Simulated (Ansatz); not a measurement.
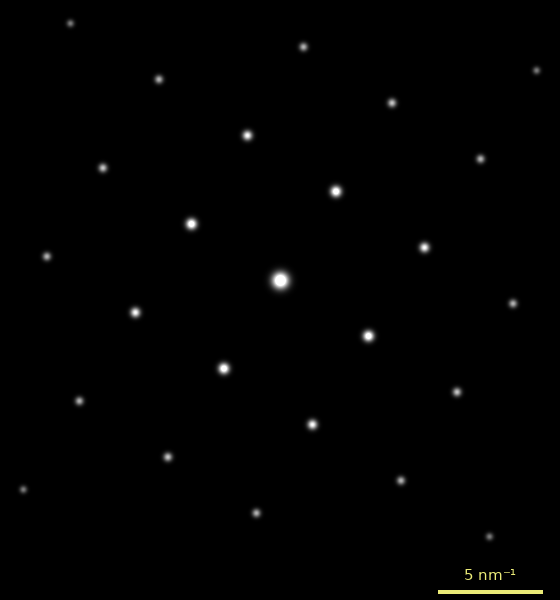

Computed electron diffraction pattern, 300 kV, single scattering only, B = 0.5 Å².

It belongs to Ir, space group Fd-3m (No. 227), a = 5.600 Å. Structure: the geometry relaxed with Ansatz 0.2.0, DFT, RPBE, plane waves (420 eV) with PAW, scalar-relativistic; the starting structure was generated, so it need not be a known form of this composition.

Which low-index zone axis gives this pattern?

Answer. The spots form a square net with both shortest vectors at d = 1.98 Å, 90.0° apart. They index as 2 -2 0 and 2 2 0, so the zone axis is [001] (or an equivalent direction of <001>).

Which reflections of this zone are missing, and why?

Answer. The lattice centring (F) removes all reflections that break h + k = 2n, h + l = 2n; a glide plane extinguishes reflections such as 2 -4 0, 2 4 0, 4 -2 0; a screw axis and a glide plane both extinguish reflections such as 0 2 0, 2 0 0, 0 6 0.
